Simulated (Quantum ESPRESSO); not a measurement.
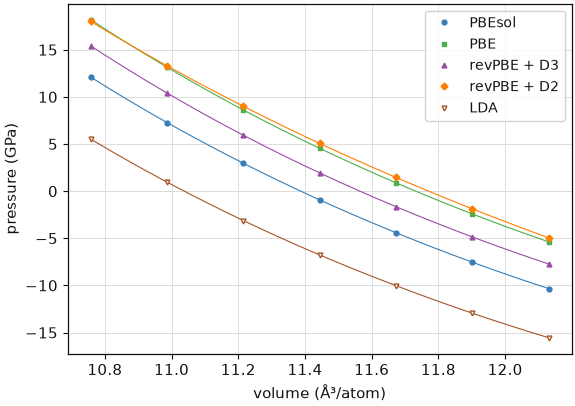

The figure shows the pressure against volume, with one curve for each functional, for GaN (space group F-43m).

Method: plane-wave DFT, no spin polarisation; energies at scaled volumes of the given cell, shape and fractions fixed, counted from the fit's minimum, third-order Birch-Murnaghan fit (Quantum ESPRESSO 7.5). All runs: no spin polarisation.

```
       setting        value
        k mesh     10×10×10
   occupations  Fermi–Dirac
smearing width      0.05 eV
```

Settings that differ: PBEsol: density cutoff 4570 eV, wave cutoff 1140 eV, potentials PseudoDojo-0.4.1-SR-PBEsol-standard; PBE: density cutoff 7620 eV, wave cutoff 952 eV, potentials SSSP-1.3-efficiency-PBE; revPBE + D3: density cutoff 4570 eV, wave cutoff 1140 eV, potentials PseudoDojo-0.4.1-SR-PBE-standard; revPBE + D2: density cutoff 4570 eV, wave cutoff 1140 eV, potentials PseudoDojo-0.4.1-SR-PBE-standard; LDA: density cutoff 4570 eV, wave cutoff 1140 eV, potentials PseudoDojo-0.4.1-SR-LDA-standard.

For PBEsol: how does the pressure vary with volume?

It falls from 12.10 GPa at volume 10.76 Å³/atom to −10.34 GPa at 12.13 Å³/atom, and changes sign near 11.39 Å³/atom.

For PBE: read off the course of the pressure.

It falls from 18.19 GPa at volume 10.76 Å³/atom to −5.38 GPa at 12.13 Å³/atom, and changes sign near 11.73 Å³/atom.

For revPBE + D3: read off the course of the pressure.

It falls from 15.41 GPa at volume 10.76 Å³/atom to −7.73 GPa at 12.13 Å³/atom, and changes sign near 11.57 Å³/atom.

For revPBE + D2: what does the pressure do across the range?

It falls from 18.01 GPa at volume 10.76 Å³/atom to −4.96 GPa at 12.13 Å³/atom, and changes sign near 11.77 Å³/atom.

Keep in mind: potentials made for another functional (revPBE + D3, revPBE + D2).
